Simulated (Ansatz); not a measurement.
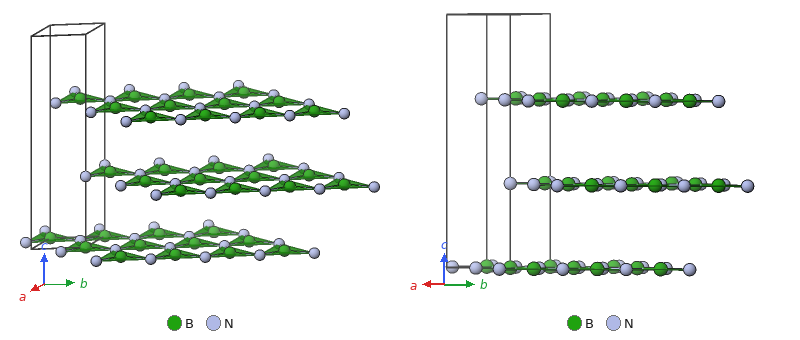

Polyhedra are drawn about B (bonds: B–N below 1.6 Å); other atoms are plain spheres. Two views of the same piece.

The compound is BN (space group R3m, No. 160), taken as the input geometry of an electronic-structure calculation (not necessarily at equilibrium).

Sharing among the drawn polyhedra:

| site | polyhedron | corner-sharing neighbours | edge-sharing | face-sharing | bond (Å) |
| --- | --- | --- | --- | --- | --- |
| B | BN3 triangle | 6 | 0 | 0 | 1.45 |

They form layers of corner-sharing triangles parallel to (001).
